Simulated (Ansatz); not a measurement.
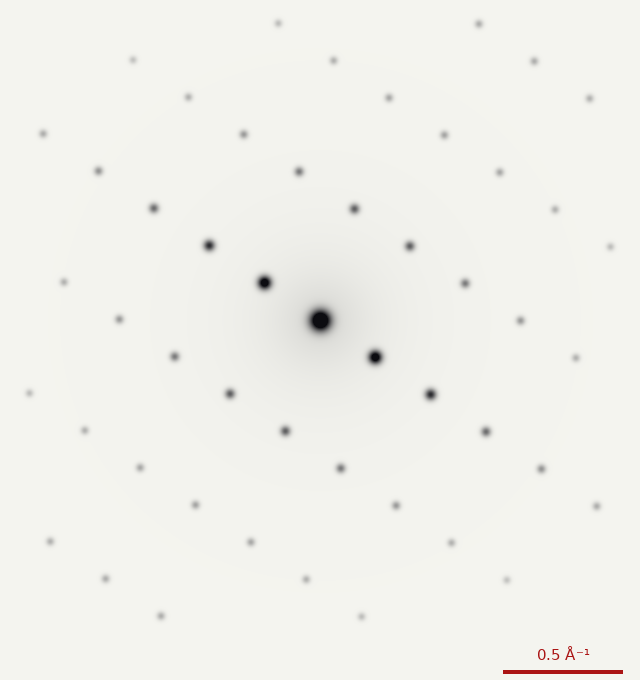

Computed electron diffraction pattern, 200 kV, single scattering only, B = 0.5 Å².

Phase: C, space group Fmmm (No. 69), a = 2.456 Å, b = 4.253 Å, c = 7.105 Å. Structure: coordinates from a relaxation with DFT r2SCAN, scalar-relativistic, plane waves, PAW (Ansatz); the starting structure was generated, so it need not be a known form of this composition.

### Determine the zone axis from the geometry of the pattern.

The spots form a centred rectangular net whose two shortest vectors correspond to d = 3.55 Å and 2.04 Å, 73.3° apart. They index as 0 0 2 and 1 -1 1, so the zone axis is [110] (or an equivalent direction of <110>).

### Which reflections of this zone are missing, and why?

The lattice centring (F) removes all reflections that break h + k = 2n, h + l = 2n.
